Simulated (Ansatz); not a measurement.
# Geometry relaxation, with input and output: NiSi$_{2}$ (part 2 of 2)

NiSi$_{2}$ (Fm-3m, 3 atoms in the cell); DFT PBE, scalar-relativistic, plane waves, PAW, no spin polarisation (Ansatz 0.2.0); cutoff 420 eV, 14×14×14 k-mesh, Gaussian smearing of 0.1 eV. The structure derives from an entry of the Crystallography Open Database.

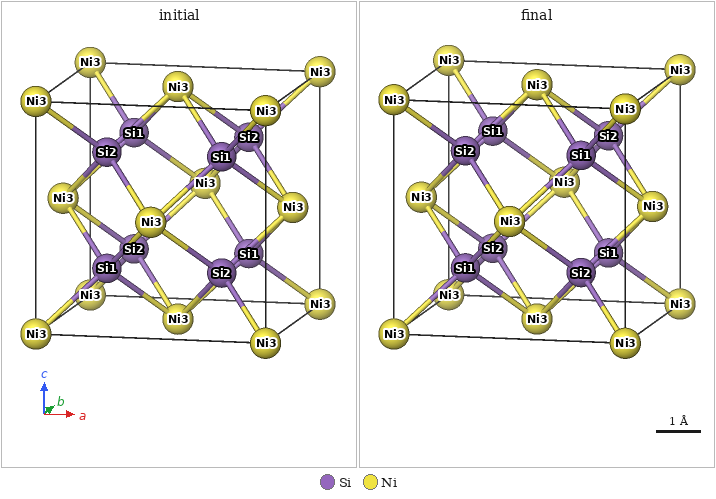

Fig. 1: Before (left) and after (right) the relaxation, at one scale (ball-and-stick view of the cell 4 times as large as that of the calculation, set on its symmetry axes, seen slightly off an axis). The atoms keep their places relative to the cell (all moves are under 0.005 Å). Cell: a = b = c 5.406 → 5.447 Å (+0.8 %). Volume +2.3 %. Distances before and after: Si1–Ni3 2.341 → 2.359 Å. The space group stays Fm-3m (No. 225). After 3 geometry steps the energy has fallen by 3.1 meV per atom. All forces vanish by symmetry, so only the cell relaxes. The pressure goes from 3.45 to 0.01 GPa. A last SCF at the same geometry on a re-selected plane-wave basis shifts the energy by −0.1 meV per atom. (Atoms are counted from 1 in the order of the input.)

```
basis re-selected at this cell: Δ(F+E_penalty+E_count) = -2.681e-4 eV, ΔP = +0.004 GPa vs the last step (what re-selecting the basis moved, of the pressure what is left beyond the Pulay correction that the steps carried, after the strain that the cell walked since its last selection, with what the two solves' SCF thresholds leave and, on support functions, any second-order correction that the steps lacked; it is no measure of the basis error at this ecutwfc). This SCF's stress stands 5.23e-3 GPa from its target on what of the cell is left free (relax.cell.stress_tol is 5.00e-2 GPa) and its largest allowed force component is 1.20e-16 eV/Å (relax.f_tol is 5.00e-3 eV/Å): within both
SCF converged after 6 iterations
Free energy (F): -7112.406159 eV
Harris-Foulkes:  -7112.406159 eV  (|F-HF|=5.46e-12)
Internal energy: -7112.401835 eV  (E = F + TS)
E sigma→0 (E₀):  -7112.403997 eV
Entropy (-TS):   -0.004324 eV (-1.441 meV/atom)
Fermi energy:    12.919483 eV
--- Per-component energies (eV) ---
  E_band       = -351.383632
  E_kinetic    = 369.192265
  E_local      = -4935.878793  (includes V_loc(G=0)·N_el)
  E_nonlocal   = 679.807427
  E_hartree    = 2133.707911
  E_xc         = -198.781366
  E_vxc        = -207.825021  (∫ρ·V_xc dr)
  E_paw        = -2651.565759  (= ΣΔE_a)
  E_vpaw       = -524.096085  (= ΣTr[D̂ρ^β])
  E_aug_tail   = 0.000577  (compensation charges beyond the density's cutoff)
  E_ewald      = -2508.884098
  E_smearing   = -0.004324  (= −TS)
  E_closure    = 0.000000  (closes the sum)
  Σ components = -7112.406159   (vs F -7112.406159, Δ=0.00e0)
--- Forces (eV/Å), atoms counted from 1 ---
  atom   1  Si    -0.00000000    -0.00000000     0.00000000
  atom   2  Si     0.00000000     0.00000000    -0.00000000
  atom   3  Ni     0.00000000    -0.00000000     0.00000000
  max |Σ_I F_I| component: 8.33e-17 eV/Å
--- Stress (GPa, compression-positive) ---
        0.005227      -0.000000      -0.000000
       -0.000000       0.005227      -0.000000
       -0.000000      -0.000000       0.005227
  P = ⅓ Tr σ = 0.0052 GPa (0.052 kbar)
--- Band table (eV; the first three rows and the last of 104) ---
  k-point 0: bands = ["-91.6287", "-52.0243", "-52.0243", "-52.0243", "-0.7702", "7.8291", "7.8291", "7.8291", "9.5142", "9.5142", "12.4076", "14.5836", "14.5836", "14.5836", "15.1809", "15.1809", "15.1809"]
  k-point 1: bands = ["-91.6287", "-52.0243", "-52.0243", "-52.0243", "-0.6958", "7.6662", "7.8531", "7.8531", "9.4998", "9.4998", "12.3656", "13.7269", "14.1889", "14.1889", "15.5770", "15.5770", "16.1565"]
  k-point 2: bands = ["-91.6287", "-52.0244", "-52.0243", "-52.0243", "-0.4733", "7.2080", "7.9208", "7.9208", "9.4654", "9.4654", "11.7998", "13.4074", "13.6274", "13.6274", "15.8464", "15.8464", "16.8609"]
  k-point 103: bands = ["-91.6287", "-52.0249", "-52.0248", "-52.0246", "3.8308", "4.3306", "5.7869", "6.5131", "9.2084", "9.3392", "9.4224", "9.8370", "10.5339", "14.3964", "15.7967", "16.9584", "18.7876"]
--- Relaxed structure (4 steps of the walk, 4 accepted, 1 SCFs on fresh bases) ---
  F+E_penalty+E_count = -7112.40615862 eV   max|allowed force component| = 1.203e-16 eV/Å   (the final SCF, on the basis selected at the relaxed cell)
  cell:  # Å, volume = 40.3998 Å³
    - [-1.0510017225070767e-34, 2.7234320860198897, 2.7234320860198897]
    - [2.7234320860198897, -5.7998852060970715e-34, 2.7234320860198897]
    - [2.7234320860198897, 2.7234320860198897, -6.0865811236698105e-34]
  atoms:
    - { symbol: Si, position: [0.24999999999999997, 0.24999999999999997, 0.24999999999999997] }
    - { symbol: Si, position: [0.75, 0.75, 0.75] }
    - { symbol: Ni, position: [6.42160962086894e-35, -4.3898265623999326e-35, -3.378573807271523e-35] }
```

## Trajectory as extended XYZ (Å, eV, eV/Å), 5 frames, from step=1 to step=5
```
3
Lattice="0.0000 2.7030 2.7030 2.7030 0.0000 2.7030 2.7030 2.7030 0.0000" Properties=species:S:1:pos:R:3:forces:R:3 step=1 energy=-7112.39663 pressure_GPa=3.45
Si    1.3515    1.3515    1.3515    0.0000   0.0000   0.0000
Si    4.0545    4.0545    4.0545    0.0000   0.0000   0.0000
Ni    0.0000    0.0000    0.0000    0.0000   0.0000   0.0000
3
Lattice="0.0000 2.7139 2.7139 2.7139 0.0000 2.7139 2.7139 2.7139 0.0000" Properties=species:S:1:pos:R:3:forces:R:3 step=2 energy=-7112.40397 pressure_GPa=1.56
Si    1.3570    1.3570    1.3570    0.0000   0.0000   0.0000
Si    4.0709    4.0709    4.0709    0.0000   0.0000   0.0000
Ni    0.0000    0.0000    0.0000    0.0000   0.0000   0.0000
3
Lattice="0.0000 2.7231 2.7231 2.7231 0.0000 2.7231 2.7231 2.7231 0.0000" Properties=species:S:1:pos:R:3:forces:R:3 step=3 energy=-7112.40589 pressure_GPa=0.06
Si    1.3615    1.3615    1.3615    0.0000   0.0000   0.0000
Si    4.0846    4.0846    4.0846    0.0000   0.0000   0.0000
Ni    0.0000    0.0000    0.0000    0.0000   0.0000   0.0000
3
Lattice="0.0000 2.7234 2.7234 2.7234 0.0000 2.7234 2.7234 2.7234 0.0000" Properties=species:S:1:pos:R:3:forces:R:3 step=4 energy=-7112.40589 pressure_GPa=0.00
Si    1.3617    1.3617    1.3617    0.0000   0.0000   0.0000
Si    4.0851    4.0851    4.0851    0.0000   0.0000   0.0000
Ni    0.0000    0.0000    0.0000    0.0000   0.0000   0.0000
3
Lattice="0.0000 2.7234 2.7234 2.7234 0.0000 2.7234 2.7234 2.7234 0.0000" Properties=species:S:1:pos:R:3:forces:R:3 step=5 energy=-7112.40616 pressure_GPa=0.01
Si    1.3617    1.3617    1.3617    0.0000   0.0000   0.0000
Si    4.0851    4.0851    4.0851    0.0000   0.0000   0.0000
Ni    0.0000    0.0000    0.0000    0.0000   0.0000   0.0000
```

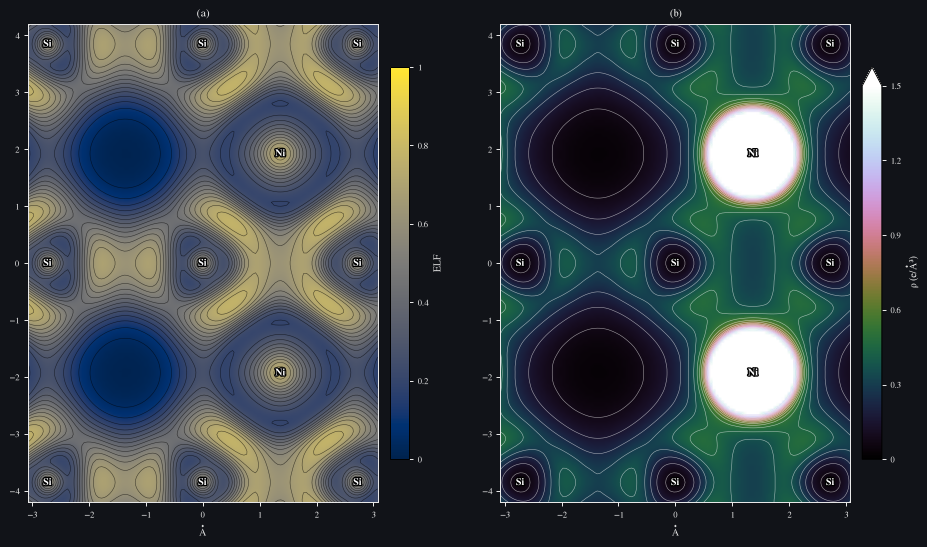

Fig. 2: (a) ELF; (b) valence charge density (pseudo) on the (011) plane of the conventional cell. Si–Ni (2.36 Å): the density is about 0.46 e/Å³ at the midpoint; the ELF is about 0.50 at the midpoint. Away from the nuclei the density in this plane falls to 0.03 e/Å³ at its lowest. The strong features right at Ni lie inside the PAW spheres (semicore, d or f shells) and say nothing about bonding. In a PAW calculation such maps are meaningful between the atoms, not at the nuclei.

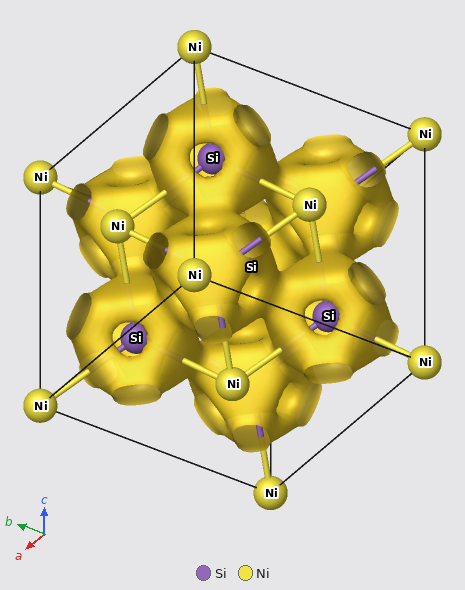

Fig. 3: Isosurface of the ELF at 0.55 (yellow), seen at an oblique angle. Only the valence region is drawn (cores and ρ < 0.01 e/Å³ removed). Sticks mark near contacts. The outline is the cell set on symmetry axes. Values along the shortest contacts: Si–Ni (2.36 Å): the ELF is about 0.50 at the midpoint.

The run was set up as follows.

## Input file
```yaml
crystal:
  lattice:
    - [0.0, 2.703, 2.703]
    - [2.703, 0.0, 2.703]
    - [2.703, 2.703, 0.0]
  atoms:
    - { symbol: Si, position: [0.25, 0.25, 0.25] }
    - { symbol: Si, position: [0.75, 0.75, 0.75] }
    - { symbol: Ni, position: [0.0, 0.0, 0.0] }
basis:
  ecutwfc: 420
kpoints:
  mp_grid: { grid: [14, 14, 14] }
hamiltonian:
  xc: pbe
scf:
  occupations: { method: gaussian, width: 0.1 }
output:
  forces: true
  stress: true
  eigenvalues: true
  write_density: true
  write_potential: true
  elf: true
  volumetric_format: npy
relax:
  adjacent_minimum: "off"
  f_tol: 0.005
  max_steps: 80
  cell: { stress_tol: 0.05 }
```

Run as:
```bash
ansatz run input.yaml --threads 4 --pin off --max-ram 11264MiB --backend cpu --events-out ev --progress --plain --runs-dir out
```

## Results in brief

```json
{"quantity": "outcome", "value": "converged"}
{"quantity": "space group (tolerance 0.01 Å)", "value": "Fm-3m (225)"}
{"quantity": "electrons treated", "value": "26"}
{"quantity": "free energy", "value": "−7112.4062 eV"}
{"quantity": "Fermi energy", "value": "12.919 eV"}
{"quantity": "gap on the k-point mesh", "value": "none (metallic)"}
{"quantity": "pressure", "value": "0.01 GPa"}
{"quantity": "final volume", "value": "40.40 Å³"}
{"quantity": "largest force (length of the vector) at the end", "value": "under 0.001 eV/Å"}
{"quantity": "final cell", "value": "a = 3.852 Å, b = 3.852 Å, c = 3.852 Å, α = 60.00°, β = 60.00°, γ = 60.00°"}
{"quantity": "hardware", "value": "4 threads of Intel Xeon @ 2.70GHz, 189 GiB of memory available, shared host"}
{"quantity": "wall time", "value": "10 s (CPU time 33 s)"}
{"quantity": "peak memory", "value": "0.43 GiB"}
```

## Remarks

The run has no spin polarisation, so a magnetic state may lie lower.
